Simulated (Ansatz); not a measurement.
Read the following structure.

```xyz
3
Lattice="3.0243 0.0000 0.0000 -1.5122 2.6192 0.0000 0.0000 0.0000 17.3743" Properties=species:S:1:pos:R:3 pbc="T T T"
W     0.0000    1.7461    8.6872
S     1.5122    0.8731    7.0887
S     1.5122    0.8731   10.2856
```

> What would you see if this were drawn?

It has the composition WS2. The cell comprises 1 formula unit: 1 W, 2 S. W is surrounded by six S in a trigonal prismatic arrangement at 2.37 Å. S is linked to three W in a trigonal pyramidal arrangement at 2.37 Å. Not all metal-metal contacts are counted. The bonds build WS2 layers parallel to (001).

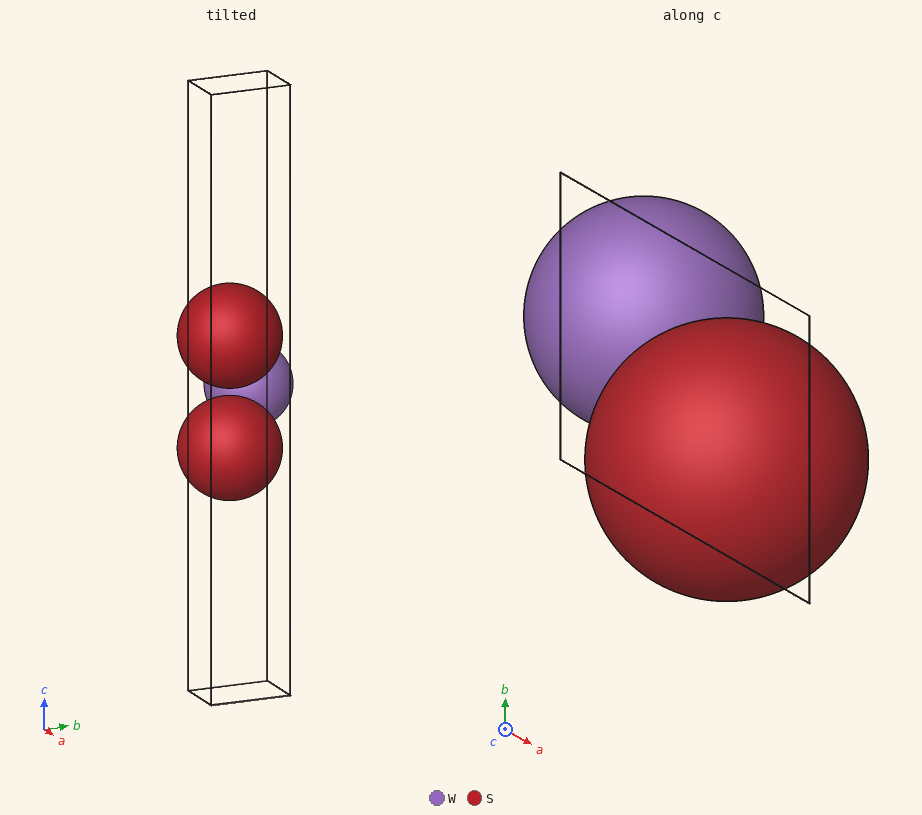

Shown here is a space-filling view of the crystal, taken slightly off an axis and along the c axis. One simulation cell is framed, with atoms on its boundary repeated. Colours: tungsten purple, sulfur red.

The model was built from a structure listed in the Materials Project. The cell was then strained or its atoms displaced on purpose. It was run through Ansatz as a DFT input.
